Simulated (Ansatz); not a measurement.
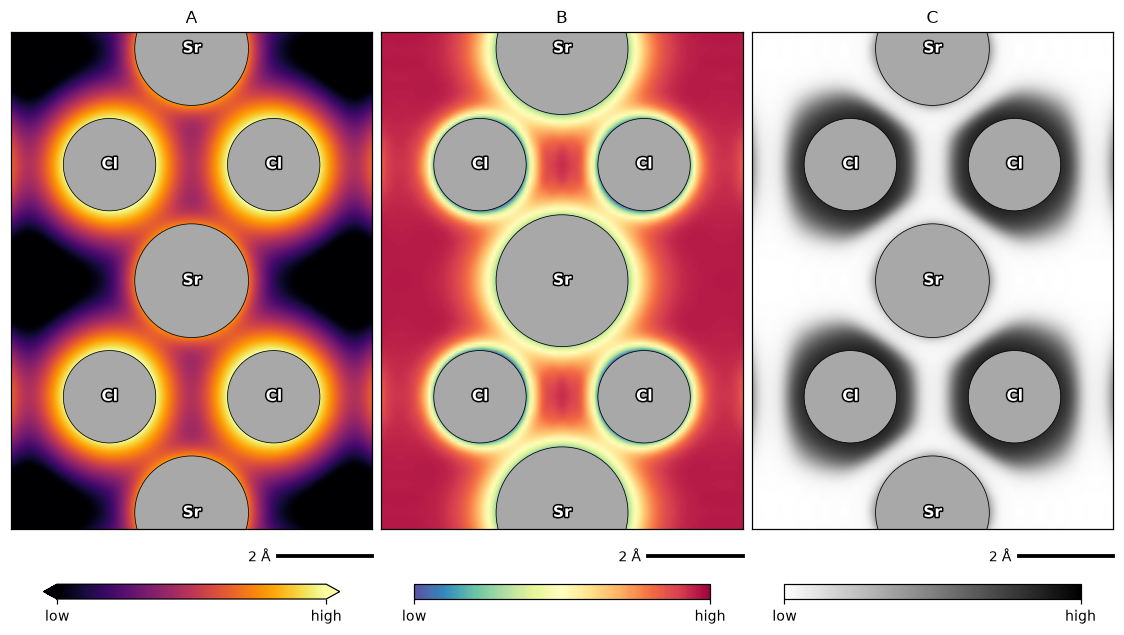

SrCl₂: 3 fields on the (011) plane of the conventional cell, with unlabelled colour scales. Grey discs cover the atomic cores.

Space group Fm-3m.

Computed with Ansatz 0.2.0, DFT PBEsol, scalar-relativistic, plane waves, PAW.

Q: The panels show electron localisation function, electrostatic potential energy of an electron and valence pseudo-density in some order. Assign them.

A: Panel A: valence pseudo-density. Panel B: electrostatic potential energy of an electron (low next to the atoms, rising into the space between them). Panel C: electron localisation function. From the grid: Sr–Cl (3.02 Å): ρ is about 0.14 e/Å³ halfway; the ELF peaks at about 0.90 in the valence shell of Cl, 0.8 Å from its nucleus, and drops to about 0.05 between the two atoms; a largely ionic contact.
